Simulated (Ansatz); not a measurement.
## Single-point calculation, with input and output: SrTiO3 (part 2 of 2)

The same run, continued: SrTiO3 (Pm-3m, 35 atoms in the cell); DFT PBE, scalar-relativistic, plane waves, PAW, no spin polarisation (Ansatz 0.2.0); cutoff 420 eV, 3×3×3 k-mesh, Gaussian smearing of 0.02 eV. The structure derives from a Materials Project entry. It belongs to a series of runs on one base structure; here: the perfect crystal in a cell of 35 atoms.

## Output, continued
```
  k-point 1: bands = ["-46.8335", "-46.8327", "-46.8322", "-46.8322", "-46.8317", "-46.8316", "-46.8315", "-23.1847", "-23.1845", "-23.1766", "-23.1675", "-23.1609", "-23.1539", "-23.1490", "-23.1366", "-23.1315", "-23.1245", "-23.1139", "-23.1086", "-23.1041", "-23.1020", "-23.0948", "-23.0887", "-23.0862", "-23.0834", "-23.0825", "-23.0802", "-23.0753", "-23.0751", "-23.0699", "-23.0617", "-23.0506", "-23.0483", "-23.0433", "-23.0351", "-7.6638", "-7.5975", "-7.4808", "-7.4503", "-7.2082",
      "-7.1335", "-7.1022", "-6.8337", "-6.8236", "-6.7638", "-6.7355", "-6.7294", "-6.7273", "-6.7020", "-6.6997", "-6.6554", "-6.6371", "-6.5968", "-6.5967", "-6.5857", "-6.5314", "-5.2203", "-5.1588", "-5.1236", "-5.0987", "-5.0866", "-5.0691", "-5.0481", "-5.0343", "-4.9719", "-4.9576", "-4.9072", "-4.8913", "-4.8905", "-4.8497", "-4.8270", "-4.8218", "-4.7660", "-4.7497", "-4.7497", "-4.7356", "-4.7324", "5.2227", "5.2699", "5.3668",
      "5.3782", "5.5307", "5.5487", "5.5905", "5.6190", "5.7454", "5.7923", "5.8823", "5.9125", "5.9756", "6.0273", "6.1144", "6.3216", "6.4026", "6.4230", "6.4261", "6.4580", "6.5327", "6.5527", "6.6318", "6.7642", "6.7940", "6.8426", "6.8550", "6.8597", "6.8643", "6.8687", "6.8873", "6.9125", "7.0630", "7.2033", "7.3173", "7.6165", "7.8885", "7.9198", "7.9371", "7.9546", "8.1103", "8.1525", "8.1869",
      "8.1974", "8.2771", "8.4822", "8.4984", "8.5546", "8.5832", "8.6519", "8.6655", "8.6794", "8.7372", "8.7764", "8.8283", "8.8920", "8.9796", "9.0012", "9.0654", "9.2208", "9.2389", "9.4534", "9.5342", "11.7604", "11.9665", "12.0376", "12.3145", "12.6707", "12.7673", "12.8682", "12.9164", "13.0072", "13.1328", "13.2082", "13.2865", "13.3026", "13.3264", "13.3485", "13.3517", "13.4327", "13.5313", "13.5965", "13.6980",
      "13.7527", "14.0875", "14.5274", "14.6330", "14.6461", "14.8425", "15.1203", "15.5687", "15.5752", "15.7508", "15.8366", "15.9838", "16.3279", "16.5562", "16.6032"]
  k-point 2: bands = ["-46.8330", "-46.8330", "-46.8330", "-46.8317", "-46.8317", "-46.8317", "-46.8314", "-23.1806", "-23.1806", "-23.1806", "-23.1590", "-23.1590", "-23.1590", "-23.1476", "-23.1312", "-23.1312", "-23.1312", "-23.1221", "-23.1221", "-23.1013", "-23.1013", "-23.1013", "-23.0797", "-23.0797", "-23.0797", "-23.0788", "-23.0788", "-23.0788", "-23.0727", "-23.0727", "-23.0727", "-23.0629", "-23.0363", "-23.0363", "-23.0363", "-7.6242", "-7.6242", "-7.6242", "-7.2058", "-7.2058",
      "-7.2058", "-7.0439", "-6.7857", "-6.7857", "-6.7857", "-6.7614", "-6.7614", "-6.7614", "-6.6841", "-6.6841", "-6.6841", "-6.6439", "-6.6439", "-6.6439", "-6.5745", "-6.5745", "-5.1503", "-5.1503", "-5.0828", "-5.0828", "-5.0828", "-5.0686", "-5.0686", "-5.0686", "-4.9718", "-4.9718", "-4.9718", "-4.8542", "-4.8197", "-4.8197", "-4.8197", "-4.7905", "-4.7905", "-4.7905", "-4.7590", "-4.7590", "-4.7590", "5.3142", "5.3142", "5.3142",
      "5.3747", "5.3747", "5.3747", "5.5211", "5.7211", "5.7211", "5.7211", "6.0006", "6.0006", "6.0641", "6.0641", "6.0641", "6.1300", "6.3170", "6.3170", "6.5249", "6.5249", "6.5249", "6.7615", "6.7615", "6.7615", "6.7976", "6.7976", "6.7976", "6.8221", "6.8221", "6.8221", "7.0632", "7.0632", "7.0632", "7.6409", "7.6409", "7.6409", "7.7105", "7.7105", "7.7105", "8.0843", "8.0843", "8.0843", "8.2761",
      "8.2761", "8.2761", "8.3437", "8.3437", "8.3437", "8.4778", "8.4778", "8.4778", "8.7385", "8.7385", "8.7385", "8.8377", "8.8377", "8.8377", "9.0611", "9.0611", "9.3515", "9.4656", "9.4656", "9.4656", "12.2226", "12.2226", "12.2226", "12.4966", "12.4966", "12.4966", "12.6672", "12.6672", "12.6672", "13.1954", "13.1954", "13.1954", "13.3790", "13.3790", "13.3790", "13.4638", "13.5030", "13.5030", "13.6977", "13.6977",
      "13.6977", "14.4029", "14.4029", "14.4029", "15.0423", "15.0423", "15.0423", "15.5420", "15.5420", "15.5420", "16.3116", "16.3116", "16.3116", "16.4619", "16.4619"]
  k-point 5: bands = ["-46.8331", "-46.8326", "-46.8324", "-46.8323", "-46.8322", "-46.8320", "-46.8307", "-23.2050", "-23.2043", "-23.1832", "-23.1814", "-23.1766", "-23.1730", "-23.1377", "-23.1337", "-23.1282", "-23.1245", "-23.1151", "-23.1095", "-23.0984", "-23.0976", "-23.0939", "-23.0903", "-23.0824", "-23.0803", "-23.0792", "-23.0773", "-23.0771", "-23.0751", "-23.0533", "-23.0483", "-23.0394", "-23.0375", "-23.0355", "-23.0325", "-7.6873", "-7.6641", "-7.6577", "-7.4503", "-7.4439",
      "-7.4348", "-6.8236", "-6.7323", "-6.7159", "-6.6997", "-6.6613", "-6.6579", "-6.6545", "-6.6432", "-6.6218", "-6.5968", "-6.5964", "-6.5919", "-6.5841", "-6.4929", "-6.4279", "-5.3241", "-5.2274", "-5.1820", "-5.1014", "-5.0933", "-5.0920", "-5.0880", "-5.0751", "-5.0481", "-5.0124", "-4.9856", "-4.9561", "-4.9334", "-4.8339", "-4.8279", "-4.8218", "-4.7497", "-4.7406", "-4.7252", "-4.6785", "-4.6613", "5.2238", "5.3825", "5.4731",
      "5.5307", "5.5994", "5.6342", "5.6690", "5.7392", "5.7824", "5.8997", "5.9125", "5.9756", "6.0702", "6.1121", "6.1144", "6.1382", "6.1521", "6.2964", "6.4180", "6.5289", "6.5706", "6.6365", "6.6753", "6.7871", "6.7877", "6.8120", "6.8288", "6.8434", "6.8550", "6.8555", "6.9070", "7.0651", "7.1459", "7.2033", "7.2800", "7.3108", "7.7127", "7.8329", "7.8757", "7.9198", "8.0627", "8.1668", "8.1974",
      "8.2012", "8.2771", "8.3120", "8.3901", "8.4185", "8.5407", "8.5530", "8.5648", "8.6703", "8.7000", "8.7209", "8.7559", "8.7689", "8.8503", "9.0050", "9.1925", "9.2208", "9.4426", "9.4727", "9.6039", "11.9946", "12.1389", "12.2849", "12.4780", "12.5631", "12.7529", "12.8165", "12.9164", "12.9328", "13.0073", "13.0195", "13.1508", "13.1714", "13.2720", "13.3285", "13.3485", "13.3682", "13.5294", "13.8291", "13.8637",
      "13.9203", "14.2685", "14.4649", "14.4684", "14.6330", "14.9308", "15.3137", "15.4573", "16.0962", "16.1047", "16.1563", "16.2334", "16.3995", "16.6852", "16.8419"]
```

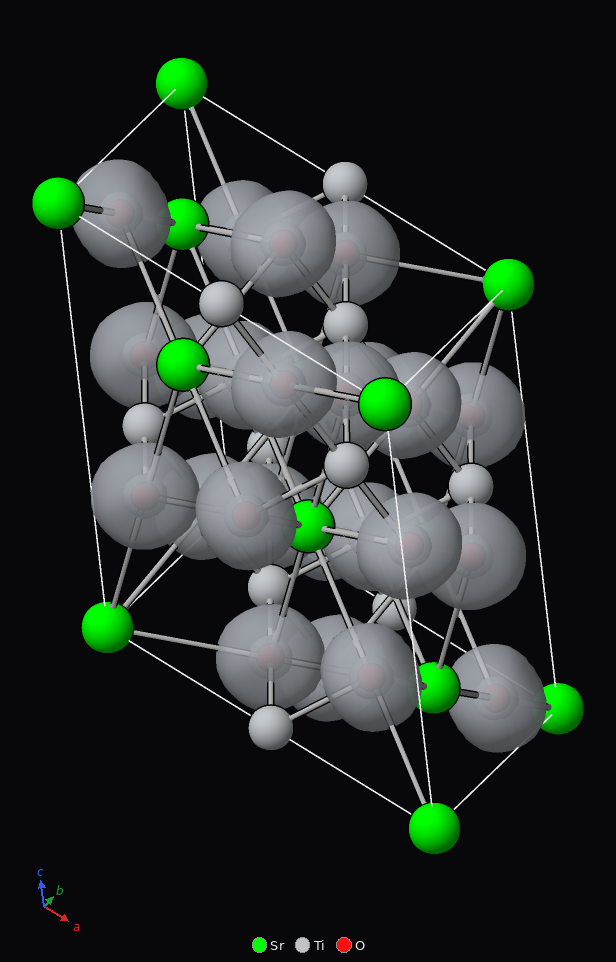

Fig. 1: Isosurface of the ELF at 0.7 (grey), seen slightly off an axis. Only the valence region is drawn (cores and ρ < 0.01 e/Å³ removed). Sticks mark near contacts. The outline is the calculation cell. Values along the shortest contacts: Ti–O (1.97 Å): the ELF is about 0.20 at the midpoint. In a PAW calculation such maps are meaningful between the atoms, not at the nuclei.

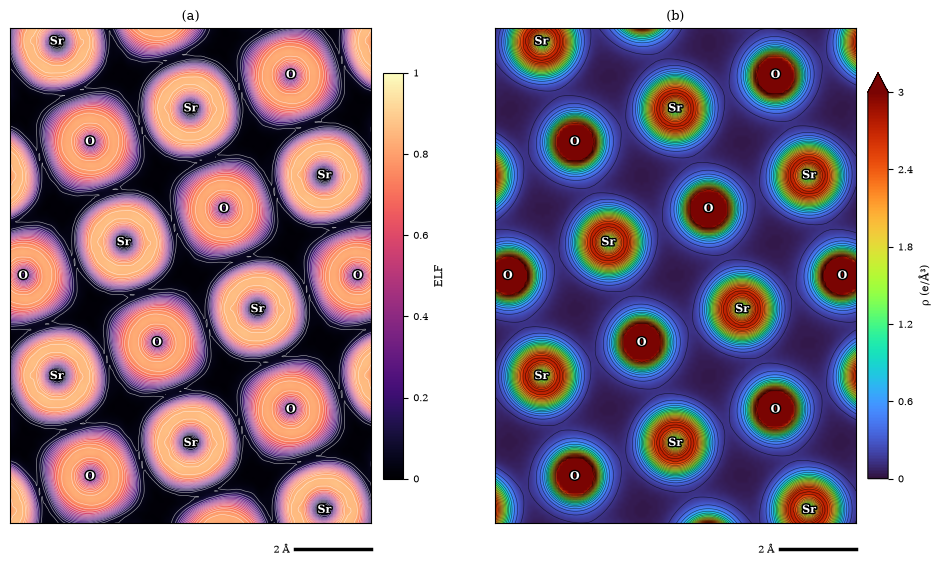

Fig. 2: (a) ELF; (b) valence pseudo-density on the (101) plane of the calculation cell. Sr–O (2.78 Å): ρ is about 0.14 e/Å³ halfway; the ELF is about 0.05 at the midpoint, as expected for ionic bonding with no shared pair. Away from the nuclei the density in this plane falls to 0.03 e/Å³ at its lowest. The strong features right at Sr lie inside the PAW spheres (semicore, d or f shells) and say nothing about bonding.

## Summary

| quantity | value |
| --- | --- |
| outcome | converged |
| space group (tolerance 0.01 Å) | Pm-3m (221) |
| electrons treated | 280 |
| free energy | −54281.4119 eV |
| Fermi energy | 10.552 eV |
| gap on the k-point mesh | 1.90 eV |
| pressure | 0.00 GPa |
| largest force (length of the vector) | under 0.001 eV/Å |
| wall time | 7.7 s (CPU time 59 s) |
| peak memory | 2.2 GiB |
